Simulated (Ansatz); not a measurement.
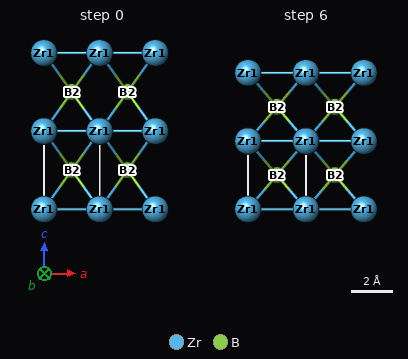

The structure of solid ZrB (a generated structure, set up in P4/mmm) before (left) and after (right) a relaxation, at one scale.

A ball-and-stick model of the cell of the calculation, repeated 2 × 1 × 2 with one cell outlined, seen along the b axis.

Case: In → B on all its sites, cell and atoms relaxed.

Level of theory: DFT PBEsol, scalar-relativistic, plane waves, PAW (Ansatz 0.2.0). (plane-wave cutoff 420 eV; k-point mesh 16 × 16 × 12; occupations gaussian; smearing width 0.1 eV; no spin polarisation; cell and atoms relaxed; force threshold 0.01 eV/Å; at most 60 steps)

What changed between the two?

The energy falls by 218 meV per atom in 5 accepted moves (6 points after the start). All forces vanish by symmetry, so only the cell relaxes. Pressure: −6.66 GPa at the start and 0.02 GPa at the end. The SCF was repeated once at an unchanged geometry on a basis and grid sized afresh for the cell, which shifted the energy by 0.2 meV per atom at most. No atom moves by more than 0.005 Å relative to the cell. Cell: a = b 2.716 → 2.829 Å (+4.2 %), c 3.815 → 3.329 Å (−12.7 %). Volume −5.3 %. Near-neighbour distances that change, for instance: Zr1–Zr1 3.815 → 3.329 Å, Zr1–Zr1 (another image) 2.716 → 2.829 Å, Zr1–B2 2.707 → 2.602 Å. The space group stays P4/mmm (No. 123). The run took roughly 50 core-seconds on a shared host.
